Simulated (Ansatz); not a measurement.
# ZnGa$_{2}$O$_{4}$: what the fields show

Input file:

```
crystal:
  lattice:
    - [0.0, 4.1711888808, 4.1711888808]
    - [4.1711888808, 0.0, 4.1711888808]
    - [4.1711888808, 4.1711888808, 0.0]
  atoms:
    - { symbol: Zn, position: [0.5, 0.5, 0.5] }
    - { symbol: Zn, position: [0.75, 0.75, 0.75] }
    - { symbol: Ga, position: [0.125, 0.125, 0.625] }
    - { symbol: Ga, position: [0.125, 0.625, 0.125] }
    - { symbol: Ga, position: [0.625, 0.125, 0.125] }
    - { symbol: Ga, position: [0.125, 0.125, 0.125] }
    - { symbol: O, position: [0.88650551, 0.34048347, 0.88650551] }
    - { symbol: O, position: [0.36349449, 0.36349449, 0.90951653] }
    - { symbol: O, position: [0.36349449, 0.36349449, 0.36349449] }
    - { symbol: O, position: [0.90951653, 0.36349449, 0.36349449] }
    - { symbol: O, position: [0.88650551, 0.88650551, 0.88650551] }
    - { symbol: O, position: [0.34048347, 0.88650551, 0.88650551] }
    - { symbol: O, position: [0.36349449, 0.90951653, 0.36349449] }
    - { symbol: O, position: [0.88650551, 0.88650551, 0.34048347] }
basis:
  ecutwfc: 420
kpoints:
  mp_grid: { grid: [6, 6, 6] }
hamiltonian:
  xc: pbesol
scf:
  occupations: { method: gaussian, width: 0.02 }
output:
  forces: true
  stress: true
  eigenvalues: true
  write_density: true
  write_potential: true
  elf: true
  volumetric_format: npy
relax:
  adjacent_minimum: "off"
  f_tol: 0.01
  max_steps: 80
  cell: { stress_tol: 0.05 }
```

Run with:

```sh
ansatz run input.yaml --threads 4 --pin off --max-ram 9216MiB --backend cpu --events-out ev --progress --plain --runs-dir out
```

Below, planes, directions and counts refer to the conventional cell (a = 8.34 Å, b = 8.34 Å, c = 8.34 Å, α = 90.00°, β = 90.00°, γ = 90.00°).

Space group Fd-3m; a structure from a database of computed crystals, not necessarily the ambient phase.

Level of theory: DFT PBEsol, scalar-relativistic, plane waves, PAW in Ansatz 0.2.0.

In a PAW calculation such maps are meaningful between the atoms, not at the nuclei.

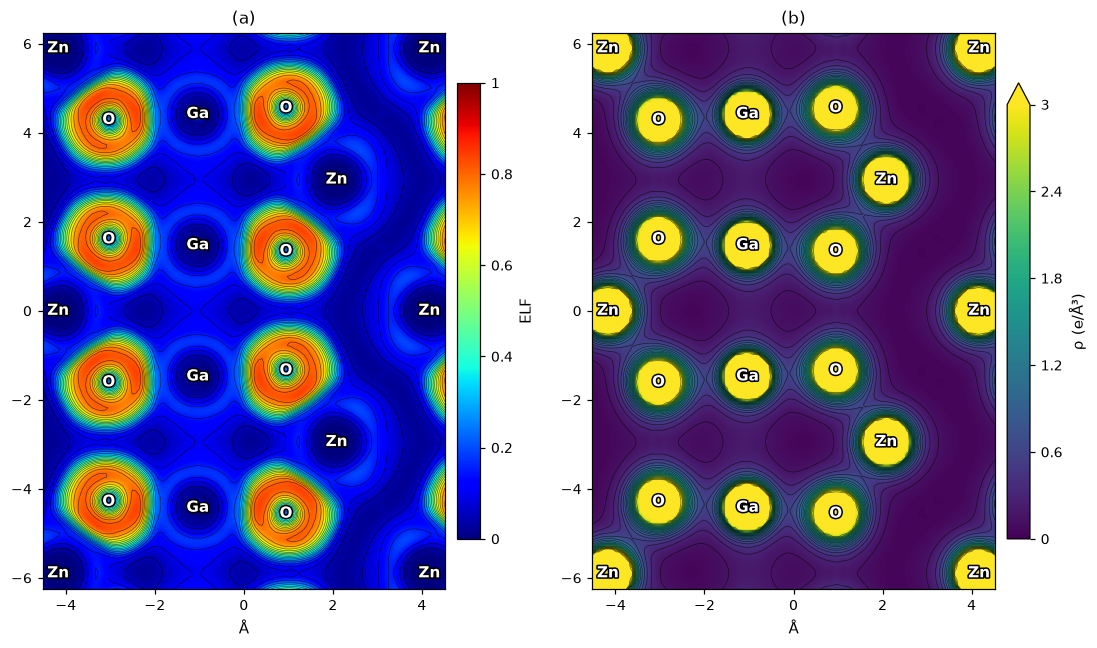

Figure 1. (a) electron localisation function; (b) valence charge density (pseudo) on the (110) plane of the conventional cell.

What does the map show?

Answer.
- Atoms in the plane: Zn, Ga and O.
- Zn–O (1.97 Å): ρ is about 0.6 e/Å³ halfway; the ELF peaks at about 0.85 in the valence shell of O, 0.6 Å from its nucleus, and is about 0.25 at the midpoint (no localised pair shows between them).
- Ga–O (2.00 Å): the density is about 0.61 e/Å³ at the midpoint; the ELF peaks at about 0.85 in the valence shell of O, 0.6 Å from its nucleus, and is about 0.30 at the midpoint.
- Between the atoms the lowest density in this plane is 0.03 e/Å³.

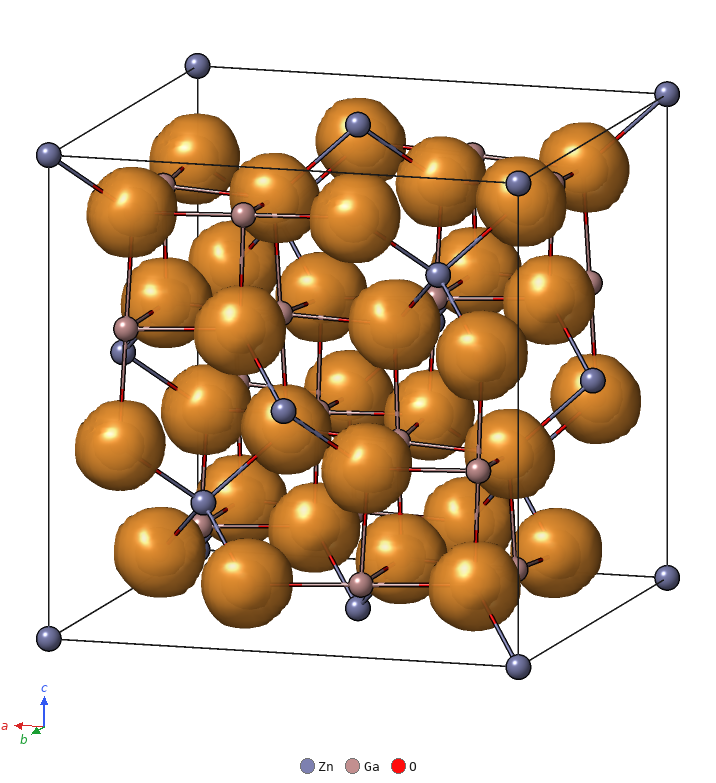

Figure 2. Isosurface of the electron localisation function at 0.75 (orange), seen at an oblique angle. Core shells and regions of very low density are left out. Sticks mark near contacts.

Describe the localisation domains.

Answer. The ELF exceeds this value in 32 regions wrapped around O (the valence shell of each), counted in one cell of 56 atoms. Regions shared between cells count once.

Does the calculation make it a metal, or give it a gap?

Answer. It is gapped, with a Kohn–Sham gap of 2.5 eV on the k-point mesh (the band edges may lie off the mesh, which would make the gap smaller).
